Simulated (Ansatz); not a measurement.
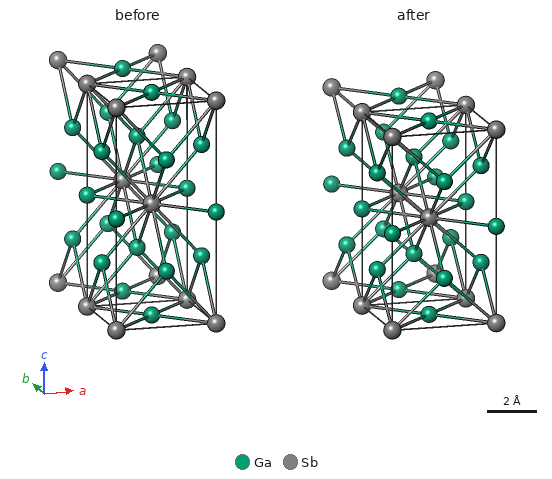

The structure of a crystal of Ga$_{3}$Sb (set up in I4/mmm) before (left) and after (right) a relaxation, at one scale.

Style: ball-and-stick. Shown: the conventional cell (2 times the calculation's cell), repeated 1 × 2 × 1 with one cell outlined, slightly off an axis. Lengths and directions refer to the drawn axes.

Level of theory: DFT PBE+D3(BJ), scalar-relativistic, plane waves, PAW in Ansatz. Set-up: plane-wave cutoff 420 eV; k-point mesh 14 × 14 × 14; occupations gaussian; smearing width 0.1 eV; no spin polarisation; cell and atoms relaxed; force threshold 0.005 eV/Å; at most 80 steps.

Summarise the run.

Answer. The energy falls by 19.1 meV per atom in 11 accepted moves (12 points after the start). All forces vanish by symmetry, so only the cell relaxes. Pressure: −2.95 GPa at the start and −0.01 GPa at the end. The SCF was repeated once at an unchanged geometry on a basis and grid sized afresh for the cell, which shifted the energy by 0.3 meV per atom at most. No atom moves by more than 0.005 Å relative to the cell. The drawn cell changes as follows: a = b 4.318 → 4.493 Å (+4.1 %), c 9.521 → 8.270 Å (−13.1 %); the volume changes by −5.9 %. Some distances before and after: Ga–Sb 3.213 → 3.053 Å, Ga–Sb 3.053 → 3.177 Å. Bond angles that change, for instance: Sb–Ga–Sb 84.4° → 94.7°, Sb–Ga–Sb 123.3° → 117.3°. The space group stays I4/mmm (No. 139). The run took 9.9 min on 2 threads of Intel(R) Xeon(R) Processor @ 2.50GHz (Skylake/Cascade Lake) (shared host), peak memory 0.83 GiB.
